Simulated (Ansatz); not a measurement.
System: AlCu$_{3}$, space group Fm-3m, 4 atoms in the cell.

```xyz
4
Lattice="0.0000 2.8907 2.8907 2.8907 0.0000 2.8907 2.8907 2.8907 0.0000" Properties=species:S:1:pos:R:3 pbc="T T T"
Al    0.0000    0.0000    0.0000
Cu    2.8907    2.8907    2.8907
Cu    1.4453    1.4453    1.4453
Cu    4.3360    4.3360    4.3360
```

Computed with Ansatz 0.2.0: DFT r2SCAN, scalar-relativistic, plane waves, PAW, no spin polarisation, 12×12×12 k mesh, 500 eV cutoff, Gaussian smearing of 0.1 eV.

What does the calculation give for the electronic structure? The path is Γ–X–U|K–Γ–L–W–X.

A metal: 3 bands cross the Fermi level along this path. Bands cross the Fermi level on Γ–X, K–Γ, Γ–L and L–W, and not on X–U and W–X. The density of states at the Fermi level is about 1 per eV and cell (mean within 0.25 eV), or 0.26 per atom. By projected weight, the states within 0.3 eV of the Fermi level are Al 3p (45 %), Cu 3d (30 %) and Cu 4s (15 %).

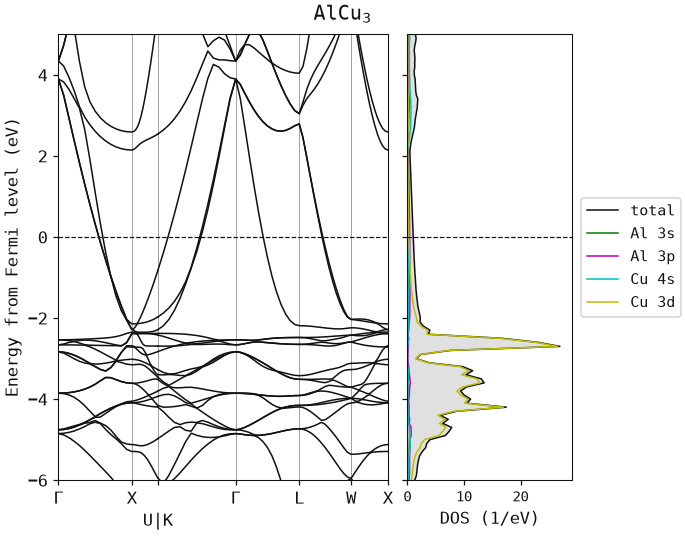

Band structure and density of states. Energies are counted from the Fermi level. The partial curves are projected on Löwdin-orthogonalised atomic shells.
